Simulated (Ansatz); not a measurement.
**AlGa5N6: density, localisation and related maps**

Input

```
crystal:
  lattice:
    - [2.9949125267, 0.0, 0.0]
    - [-1.4974562633, 2.5936703302, 0.0]
    - [0.0, 0.0, 14.6813114091]
  atoms:
    - { symbol: Al, position: [0.0, 0.0, 0.5] }
    - { symbol: Ga, position: [0.6666666667, 0.3333333333, 0.6634878511] }
    - { symbol: Ga, position: [0.3333333333, 0.6666666667, 0.8317847049] }
    - { symbol: Ga, position: [0.0, 0.0, 0.0] }
    - { symbol: Ga, position: [0.6666666667, 0.3333333333, 0.1682152951] }
    - { symbol: Ga, position: [0.3333333333, 0.6666666667, 0.3365121489] }
    - { symbol: "N", position: [0.0, 0.0, 0.7475375694] }
    - { symbol: "N", position: [0.6666666667, 0.3333333333, 0.9158691571] }
    - { symbol: "N", position: [0.3333333333, 0.6666666667, 0.0841308429] }
    - { symbol: "N", position: [0.0, 0.0, 0.2524624306] }
    - { symbol: "N", position: [0.6666666667, 0.3333333333, 0.422002081] }
    - { symbol: "N", position: [0.3333333333, 0.6666666667, 0.577997919] }
basis:
  ecutwfc: 420
kpoints:
  mp_grid: { grid: [12, 12, 2] }
  band_path:
    path:
      - [[0.0, 0.0, 0.0], [0.5, 0.0, 0.0], [0.33333333, 0.33333333, 0.0], [0.0, 0.0, 0.0], [0.0, 0.0, 0.5], [0.5, 0.0, 0.5], [0.33333333, 0.33333333, 0.5], [0.0, 0.0, 0.5]]
      - [[0.5, 0.0, 0.5], [0.5, 0.0, 0.0]]
      - [[0.33333333, 0.33333333, 0.5], [0.33333333, 0.33333333, 0.0]]
    npoints: 10
hamiltonian:
  xc: pbe
scf:
  occupations: { method: gaussian, width: 0.02 }
  n_extra_bands: 30
output:
  forces: true
  stress: true
  eigenvalues: true
  populations: true
  dos: { projected: true, de: 0.02, nscf_kmesh: { grid: [18, 18, 3] } }
  bader: false
  write_density: true
  write_potential: true
  elf: true
  volumetric_format: npy
```

Launched as:

```sh
ansatz run input.yaml --threads 1 --pin off --max-ram 2560MiB --backend cpu --events-out ev --progress --plain --runs-dir out
```

Below, planes, directions and counts refer to the conventional cell (a = 2.99 Å, b = 2.99 Å, c = 14.68 Å, α = 90.00°, β = 90.00°, γ = 120.00°).

Space group P-3m1; a structure generated by program, which may or may not match a known phase.

These are results of DFT PBE, scalar-relativistic, plane waves, PAW (Ansatz 0.2.0), not measurements.

Core electrons are frozen (PAW), and the valence fields are smoothed inside the atomic spheres.

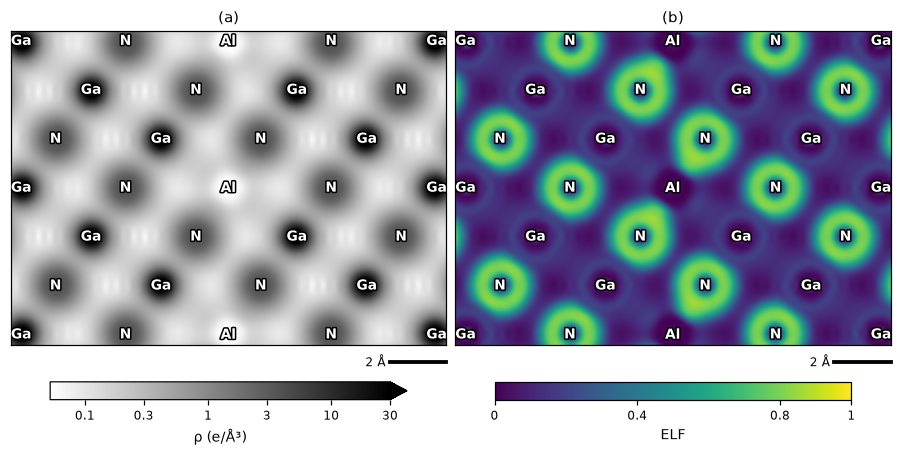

Figure 1. (a) valence pseudo-density; (b) electron localisation function on the (110) plane of the conventional cell.

What does the map show?

Atoms in the plane: Al, Ga and N.
Al–N (2.07 Å): ρ at the midpoint is about 0.48 e/Å³; the ELF peaks at about 0.85 in the valence shell of N, 0.8 Å from its nucleus, and is about 0.80 at the midpoint.
Ga–N (2.12 Å): ρ at the midpoint is about 0.51 e/Å³; the ELF peaks at about 0.85 in the valence shell of N, 0.7 Å from its nucleus, and is about 0.35 at the midpoint.
Between the atoms the lowest density in this plane is 0.06 e/Å³.

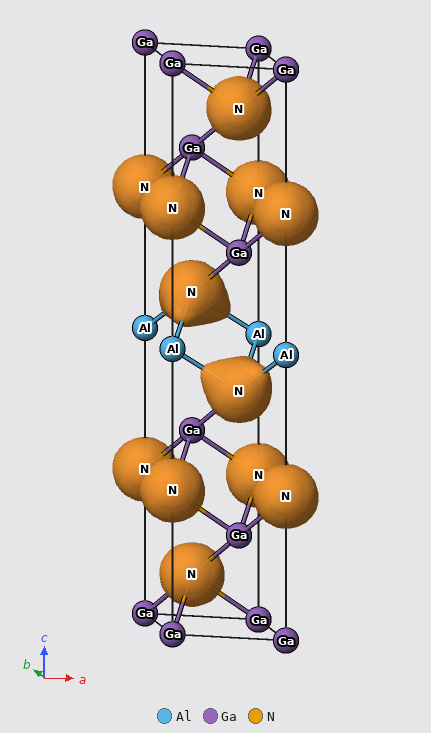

Figure 2. Isosurface of the ELF at 0.75 (orange), seen slightly off an axis. Core shells and regions of very low density are left out. Sticks mark near contacts.

Describe the localisation domains.

At this value the surface marks out two regions on N in which the atom's valence shell and bonds are merged and four regions wrapped around N (the valence shell of each), counted in one cell of 12 atoms. Regions shared between cells count once.

Metal or insulator at this level of theory?

It is gapped, with a Kohn–Sham gap of 0.85 eV on the k-point mesh, an upper bound to the gap of this method.
